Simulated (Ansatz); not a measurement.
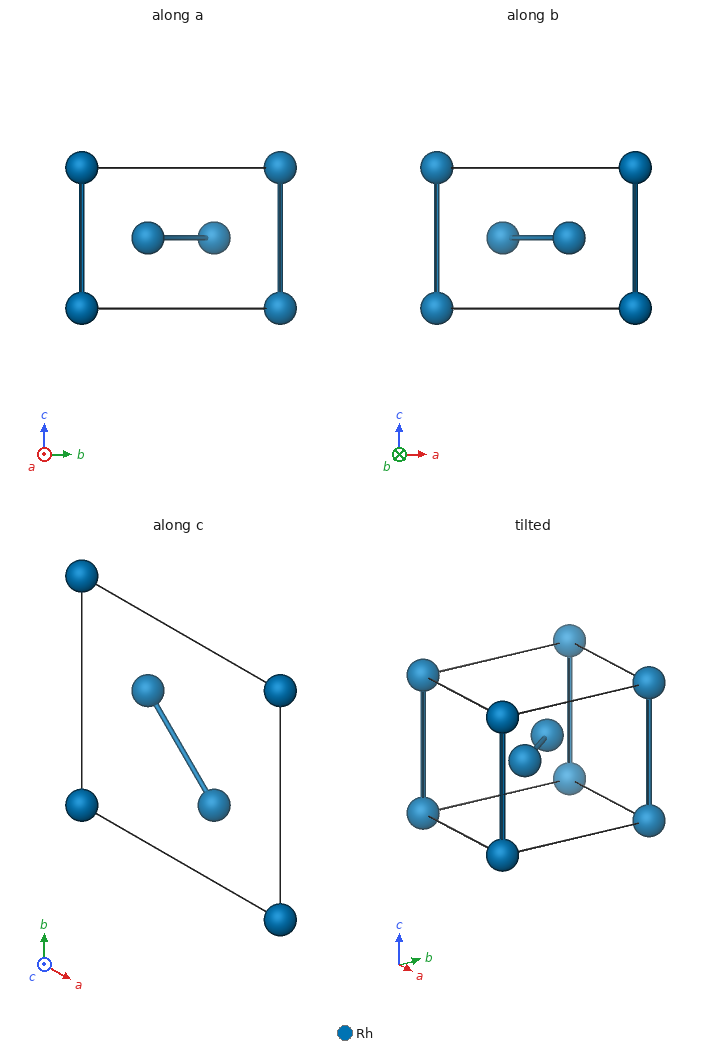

Ball-and-stick drawing of the structure, looking along the a axis, along the b axis, along the c axis and slightly off an axis. The conventional unit cell is drawn as a box.

Lattice parameters: a = 4.5344 Å, b = 4.5344 Å, c = 2.7836 Å, α = 90.000°, β = 90.000°, γ = 120.000°.

Q: Put the structure into a CIF in P1 with every atom of the cell.

A:
```cif
data_structure
_symmetry_space_group_name_H-M 'P 1'
_symmetry_Int_Tables_number 1
_cell_length_a 4.5344
_cell_length_b 4.5344
_cell_length_c 2.7836
_cell_angle_alpha 90.000
_cell_angle_beta 90.000
_cell_angle_gamma 120.000
_cell_volume 49.57
loop_
_atom_site_label
_atom_site_type_symbol
_atom_site_fract_x
_atom_site_fract_y
_atom_site_fract_z
_atom_site_occupancy
Rh1 Rh 0.0000 0.0000 0.0000 1
Rh2 Rh 0.3333 0.6667 0.5000 1
Rh3 Rh 0.6667 0.3333 0.5000 1
```

Source of the structure: a structure type filled with this element by a generator (whether the element takes this form wasn't checked). Earlier steps of the study may have refined or changed the cell and positions. It was run through Ansatz as a DFT input.

At this level of theory the cell isn't at rest (stretched, at -18 GPa), so its distances can differ from those at equilibrium, the more so the softer the solid.
